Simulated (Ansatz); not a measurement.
## Si$_{8}$O$_{15}$ (charge −2): geometry relaxation (part 3 of 3)

Continued. System: Si$_{8}$O$_{15}$ (defect cell, 23 atoms in the cell, total charge −2). Method: DFT PBEsol, scalar-relativistic, plane waves, PAW, PAW set soft_1, no spin polarisation (Ansatz 0.2.0); cutoff 420 eV, 3×3×3 k-mesh, Gaussian smearing of 0.02 eV. The structure derives from an entry of the Crystallography Open Database. It belongs to a series of runs on one base structure; here: end point A relaxed.

Geometry of the input (Å; fractional positions):
```
0.0000  5.0462  4.4946
4.0970  0.0000  4.4946
4.0970  5.0462  0.0000
Si 0.2072  0.0410  0.9522
Si 0.3009  0.4557  0.0485
Si 0.8030  0.9408  0.0467
Si 0.2001  0.0462  0.4553
O  0.4102  0.5074  0.2153
O  0.2682  0.1534  0.6164
O  0.3646  0.7163  0.5108
O  0.4756  0.1125  0.1445
O  0.1009  0.9887  0.2723
O  0.2270  0.3426  0.8977
O  0.1325  0.7910  0.9879
O  0.0304  0.3940  0.3413
Si 0.6972  0.5509  0.4504
Si 0.7862  0.9532  0.5501
Si 0.2990  0.4485  0.5454
Si 0.7072  0.5559  0.9469
O  0.9116  0.0146  0.7135
O  0.7658  0.6521  0.1073
O  0.8606  0.2212  0.0120
O  0.5995  0.4785  0.7875
O  0.7398  0.8401  0.3902
O  0.6337  0.2853  0.4911
O  0.5339  0.8863  0.8350
```

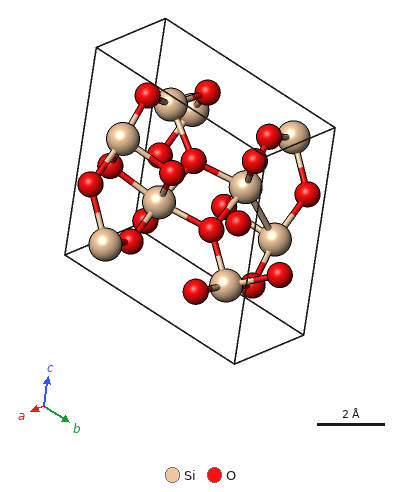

Fig. 1: The geometry at step 9 of the log (ball-and-stick view of the reduced cell, seen slightly off an axis).

Trajectory as extended XYZ, continued:
```
23
Lattice="0.0000 5.0462 4.4946 4.0970 0.0000 4.4946 4.0970 5.0462 0.0000" Properties=species:S:1:pos:R:3:forces:R:3 step=6 energy=-13376.85281
Si    4.1839    5.7752    1.1169   -0.0276  -0.2575   0.0475
Si    2.0260    1.7806    3.4056   -0.0104   0.0091  -0.1163
Si    4.0908    4.3174    7.8610   -0.0103   0.0084   0.0770
Si    2.0323    3.3381    1.1037    0.1151  -0.2621  -0.0369
O     2.8310    3.0703    4.2909   -0.0063   0.0605   0.0397
O     3.0547    4.5042    1.7674   -0.1081   0.2362  -0.0290
O     5.0103    4.4691    4.9742    0.0063   0.1034  -0.0700
O     1.1096    3.1601    2.6271   -0.0633  -0.0062  -0.0011
O     5.2410    1.9648    4.7830   -0.0141   0.0148   0.0385
O     5.1496    5.7219    2.5572    0.0845   0.0189   0.0195
O     7.2542    5.6664    4.1097    0.0826   0.0071   0.0263
O     3.0267    1.9924    1.8964   -0.0135   0.0099  -0.0929
Si    4.0418    5.7873    5.6006   -0.0657  -0.0761  -0.0118
Si    6.1925    6.8395    7.7289   -0.0622   0.2427   0.0871
Si    4.0969    4.0807    3.3756    0.0362  -0.1053   0.1250
Si    6.0586    8.2103    5.8210    0.0607  -0.1656  -0.0533
O     2.9783    8.2138    4.0840    0.0454  -0.0190   0.0127
O     3.1255    4.4600    6.4165    0.0810   0.0944  -0.0136
O     0.9226    4.4437    4.8699   -0.0399   0.0874  -0.0329
O     5.1111    6.9165    4.8643    0.0260  -0.0744  -0.0047
O     5.0179    5.6633    7.1107   -0.0313   0.0045  -0.0904
O     3.1237    5.6329    4.1126    0.0077   0.0337   0.0005
O     7.3009    6.8930    6.3428   -0.0928   0.0351   0.0789
23
Lattice="0.0000 5.0462 4.4946 4.0970 0.0000 4.4946 4.0970 5.0462 0.0000" Properties=species:S:1:pos:R:3:forces:R:3 step=7 energy=-13376.84546 accepted=F
Si    4.1680    5.7489    1.1422   -0.1532  -0.0306  -0.0022
Si    2.0279    1.7784    3.3903    0.0292  -0.0541  -0.0157
Si    4.0996    4.3309    7.8657   -0.0102   0.1467  -0.2143
Si    2.0334    3.3163    1.1018   -0.0042   0.2619  -0.0162
O     2.8325    3.0779    4.2969   -0.0725  -0.1118  -0.1039
O     3.0110    4.5188    1.7645    0.3350   0.0290  -0.0270
O     5.0192    4.4687    4.9565   -0.0899  -0.1404  -0.1172
O     1.0948    3.1590    2.6180    0.2524  -0.1206   0.1817
O     5.2323    1.9672    4.7910    0.0948   0.0809  -0.0522
O     5.1615    5.7129    2.5541    0.0122   0.0013  -0.0230
O     7.2679    5.6778    4.1140   -0.0847   0.0369  -0.0707
O     3.0297    2.0029    1.8719   -0.0608  -0.0427   0.2805
Si    4.0488    5.7836    5.5877   -0.1042  -0.1293   0.0706
Si    6.1919    6.8718    7.7425   -0.1765  -0.3385   0.0391
Si    4.0918    4.0437    3.3973    0.0055   0.1990   0.1859
Si    6.0594    8.1917    5.8117    0.1954   0.1710   0.0048
O     2.9996    8.2154    4.0883   -0.3070  -0.1071  -0.0556
O     3.1436    4.4801    6.4207   -0.1383  -0.2249  -0.1161
O     0.9176    4.4422    4.8749    0.0151  -0.0233   0.0156
O     5.1247    6.9026    4.8460    0.0390   0.1630   0.1897
O     5.0159    5.6857    7.1016    0.1272   0.0532   0.0826
O     3.1184    5.6395    4.1161    0.0335   0.0165   0.0129
O     7.2904    6.8856    6.3664    0.0617   0.1640  -0.2489
23
Lattice="0.0000 5.0462 4.4946 4.0970 0.0000 4.4946 4.0970 5.0462 0.0000" Properties=species:S:1:pos:R:3:forces:R:3 step=8 energy=-13376.87164
Si    4.1754    5.7613    1.1275   -0.0668  -0.0803   0.0609
Si    2.0268    1.7780    3.3985   -0.0027   0.0405  -0.0083
Si    4.0927    4.3242    7.8618    0.0202  -0.0086   0.0155
Si    2.0356    3.3278    1.1042    0.0777   0.0187   0.0075
O     2.8318    3.0726    4.2928   -0.0116   0.0076  -0.0179
O     3.0413    4.5177    1.7613   -0.0850  -0.0162  -0.0244
O     5.0127    4.4689    4.9658    0.0231  -0.0304  -0.0196
O     1.1081    3.1589    2.6267   -0.0093   0.0299   0.0022
O     5.2367    1.9665    4.7860    0.0061   0.0109   0.0316
O     5.1578    5.7211    2.5548   -0.0352  -0.0546  -0.0282
O     7.2587    5.6710    4.1088    0.0036   0.0165  -0.0186
O     3.0276    1.9961    1.8892    0.0001   0.0182  -0.0020
Si    4.0425    5.7818    5.5975   -0.0291   0.0612  -0.0297
Si    6.1876    6.8539    7.7376   -0.0794   0.0091  -0.0008
Si    4.0984    4.0660    3.3924    0.0076  -0.0045   0.0896
Si    6.0642    8.1989    5.8149    0.0525  -0.0654  -0.0062
O     2.9798    8.2130    4.0837    0.0335   0.0273  -0.0067
O     3.1330    4.4657    6.4146   -0.0014  -0.0282   0.0068
O     0.9185    4.4446    4.8696    0.0266  -0.0031  -0.0348
O     5.1164    6.9115    4.8609    0.0286  -0.0211   0.0151
O     5.0161    5.6706    7.1068    0.0436   0.0205  -0.0240
O     3.1223    5.6372    4.1153    0.0031   0.0122  -0.0119
O     7.2958    6.8944    6.3493   -0.0057   0.0398   0.0039
23
Lattice="0.0000 5.0462 4.4946 4.0970 0.0000 4.4946 4.0970 5.0462 0.0000" Properties=species:S:1:pos:R:3:forces:R:3 step=9 energy=-13376.86935 accepted=F
Si    4.1648    5.7512    1.1294   -0.0197  -0.0439   0.0832
Si    2.0221    1.7798    3.3921    0.0481  -0.0235   0.0457
Si    4.0989    4.3261    7.8631   -0.0062  -0.0221   0.0501
Si    2.0449    3.3308    1.1046   -0.0843  -0.0246  -0.0026
O     2.8347    3.0746    4.2848   -0.0247   0.0059   0.0618
O     3.0273    4.5260    1.7569    0.0443  -0.0065  -0.0417
O     5.0000    4.4597    4.9645    0.1403   0.0597   0.0143
O     1.1095    3.1590    2.6287   -0.0041   0.0045  -0.0759
O     5.2384    1.9660    4.7893   -0.0588   0.0099   0.0935
O     5.1545    5.7165    2.5531   -0.0173   0.0286  -0.0237
O     7.2611    5.6742    4.1020   -0.0297  -0.0121   0.0046
O     3.0286    1.9978    1.8882   -0.0058   0.0282  -0.0230
Si    4.0372    5.7883    5.5931    0.0468  -0.0042   0.0431
Si    6.1631    6.8585    7.7529    0.1881   0.0667  -0.2366
Si    4.1088    4.0645    3.4094   -0.0485  -0.0525  -0.0078
Si    6.0899    8.1844    5.8160   -0.0366  -0.0297  -0.0288
O     2.9804    8.2146    4.0848    0.0259   0.0311   0.0002
O     3.1419    4.4645    6.4169   -0.1216  -0.0118  -0.0418
O     0.9187    4.4421    4.8722   -0.0208   0.0238  -0.0794
O     5.1244    6.9051    4.8590   -0.0079   0.0152   0.0260
O     5.0195    5.6746    7.1054   -0.0398  -0.0317  -0.0402
O     3.1208    5.6443    4.1140   -0.0003  -0.0246   0.0346
O     7.2902    6.8992    6.3396    0.0322   0.0136   0.1445
23
Lattice="0.0000 5.0462 4.4946 4.0970 0.0000 4.4946 4.0970 5.0462 0.0000" Properties=species:S:1:pos:R:3:forces:R:3 step=10 energy=-13376.87536
Si    4.1678    5.7524    1.1330   -0.0061  -0.0304  -0.0137
Si    2.0248    1.7787    3.3956   -0.0241  -0.0288  -0.0504
Si    4.0955    4.3260    7.8617   -0.0010   0.0078  -0.0192
Si    2.0411    3.3284    1.1046   -0.0413  -0.0445  -0.0444
O     2.8315    3.0736    4.2922   -0.0020  -0.0146  -0.0142
O     3.0320    4.5201    1.7578    0.0528   0.0465  -0.0083
O     5.0137    4.4668    4.9634   -0.0539   0.0207  -0.0142
O     1.1082    3.1606    2.6257    0.0123  -0.0267   0.0196
O     5.2366    1.9678    4.7905    0.0131  -0.0084  -0.0211
O     5.1546    5.7159    2.5526    0.0503   0.0412   0.0480
O     7.2589    5.6733    4.1060    0.0090   0.0184  -0.0205
O     3.0282    1.9997    1.8882    0.0059  -0.0349   0.0209
Si    4.0417    5.7854    5.5954   -0.0358  -0.0177   0.0081
Si    6.1803    6.8587    7.7406   -0.0459   0.0102   0.0431
Si    4.1006    4.0606    3.4056    0.0400  -0.0003   0.0434
Si    6.0733    8.1905    5.8130    0.0067   0.0346   0.0291
O     2.9834    8.2152    4.0829   -0.0308  -0.0308   0.0055
O     3.1344    4.4647    6.4142    0.0374   0.0212  -0.0133
O     0.9183    4.4431    4.8671   -0.0063   0.0326   0.0122
O     5.1207    6.9088    4.8612    0.0218   0.0092  -0.0263
O     5.0185    5.6744    7.1027   -0.0197  -0.0132   0.0259
O     3.1225    5.6410    4.1158   -0.0035  -0.0095   0.0042
O     7.2931    6.8959    6.3503    0.0211   0.0173  -0.0145
23
Lattice="0.0000 5.0462 4.4946 4.0970 0.0000 4.4946 4.0970 5.0462 0.0000" Properties=species:S:1:pos:R:3:forces:R:3 step=11 energy=-13376.87612
Si    4.1657    5.7502    1.1344   -0.0105   0.0004   0.0075
Si    2.0245    1.7785    3.3944    0.0026  -0.0111   0.0046
Si    4.0960    4.3262    7.8615   -0.0108  -0.0008   0.0078
Si    2.0402    3.3283    1.1031    0.0042  -0.0158   0.0020
O     2.8327    3.0736    4.2911   -0.0010   0.0015   0.0179
O     3.0323    4.5225    1.7519   -0.0062  -0.0232   0.0225
O     5.0099    4.4677    4.9623    0.0143  -0.0353   0.0055
O     1.1104    3.1605    2.6266   -0.0116   0.0052  -0.0176
O     5.2359    1.9665    4.7907    0.0072   0.0151  -0.0012
O     5.1563    5.7171    2.5551   -0.0166  -0.0144  -0.0290
O     7.2589    5.6748    4.1031    0.0224  -0.0148   0.0125
O     3.0290    1.9978    1.8893   -0.0101   0.0320  -0.0206
Si    4.0388    5.7874    5.5953    0.0090   0.0078  -0.0072
Si    6.1760    6.8583    7.7418    0.0220  -0.0057   0.0015
Si    4.1053    4.0577    3.4116   -0.0144   0.0266   0.0185
Si    6.0762    8.1918    5.8138    0.0002  -0.0153  -0.0100
O     2.9809    8.2130    4.0824    0.0073   0.0248  -0.0046
O     3.1364    4.4650    6.4138   -0.0066  -0.0102  -0.0022
O     0.9177    4.4446    4.8674    0.0234  -0.0075  -0.0083
O     5.1218    6.9092    4.8606    0.0001   0.0047   0.0023
O     5.0186    5.6727    7.1026   -0.0011   0.0126   0.0074
O     3.1219    5.6404    4.1167   -0.0243   0.0120  -0.0153
O     7.2943    6.8978    6.3505    0.0006   0.0114   0.0060
23
Lattice="0.0000 5.0462 4.4946 4.0970 0.0000 4.4946 4.0970 5.0462 0.0000" Properties=species:S:1:pos:R:3:forces:R:3 step=12 energy=-13376.87631
Si    4.1663    5.7498    1.1346   -0.0230  -0.0095   0.0005
Si    2.0244    1.7778    3.3938    0.0073   0.0064   0.0104
Si    4.0959    4.3264    7.8615    0.0087  -0.0042  -0.0013
Si    2.0403    3.3272    1.1031    0.0098   0.0115   0.0115
O     2.8325    3.0735    4.2921    0.0007  -0.0105  -0.0152
O     3.0323    4.5216    1.7540   -0.0068  -0.0085  -0.0118
O     5.0098    4.4662    4.9628   -0.0053   0.0191   0.0113
O     1.1094    3.1597    2.6255    0.0008   0.0089   0.0080
O     5.2366    1.9674    4.7903   -0.0067  -0.0040   0.0016
O     5.1563    5.7163    2.5539    0.0025   0.0018   0.0033
O     7.2602    5.6740    4.1037   -0.0127   0.0121   0.0047
O     3.0282    1.9989    1.8879    0.0087  -0.0042   0.0043
Si    4.0387    5.7875    5.5950    0.0138   0.0044   0.0079
Si    6.1765    6.8591    7.7423   -0.0027   0.0014  -0.0176
Si    4.1041    4.0595    3.4133   -0.0048  -0.0123  -0.0166
Si    6.0767    8.1908    5.8135   -0.0109   0.0001   0.0071
O     2.9813    8.2142    4.0823    0.0041   0.0071  -0.0003
O     3.1359    4.4651    6.4136    0.0063   0.0037  -0.0009
O     0.9191    4.4442    4.8670   -0.0048   0.0043  -0.0014
O     5.1220    6.9089    4.8601   -0.0078  -0.0136  -0.0012
O     5.0181    5.6739    7.1030   -0.0028   0.0007  -0.0099
O     3.1203    5.6414    4.1162    0.0197  -0.0084   0.0085
O     7.2946    6.8981    6.3507    0.0060  -0.0062  -0.0028
```

Key numbers:

| quantity | value |
| --- | --- |
| outcome | converged |
| electrons treated | 124 |
| free energy | −13376.8763 eV |
| Fermi energy | 14.624 eV |
| final volume | 185.85 Å³ |
| largest force (length of the vector) at the end | 0.025 eV/Å |
| wall time | 85 s (CPU time 2.7 min) |
| peak memory | 0.63 GiB |

Remarks:

The program warns: the PAW datasets were made with another functional. The cell is charged and computed with a neutralising background, so its energy and pressure depend on the cell and aren't those of a real crystal.
